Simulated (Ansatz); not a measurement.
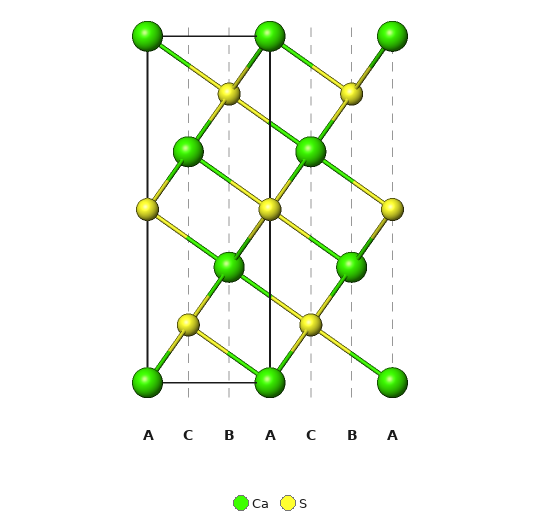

The picture looks along a close-packed row of the hexagonal mesh; [111] points upwards. The dashed lines mark the three columns A (0, 0), B (1/3, 2/3) and C (2/3, 1/3). The box is the hexagonal cell of the face-centred cubic lattice. The sequence starts with the first layer at or above the cell's origin.

CaS. Coordinates: the input geometry of an electronic-structure calculation (not necessarily at equilibrium); the starting structure was generated, so it need not be a known form of this composition.

List the layers of one repeat.

Answer. Ca(A) – S(C) – Ca(B) – S(A) – Ca(C) – S(B) (six layers in 9.87 Å).

How are the S layers alone stacked?

Answer. S layers alone: CAB, the cubic close-packed type.

Which positions between or in the S layers do the other atoms fill?

Answer. Ca: three octahedral sites, counted in one hexagonal cell.

Heights of the layers:

```tsv
layer	atoms (column)	height (Å)	to next (Å)
1	Ca(A)	0.00	1.64
2	S(C)	1.64	1.64
3	Ca(B)	3.29	1.64
4	S(A)	4.93	1.64
5	Ca(C)	6.58	1.64
6	S(B)	8.22	1.64
```
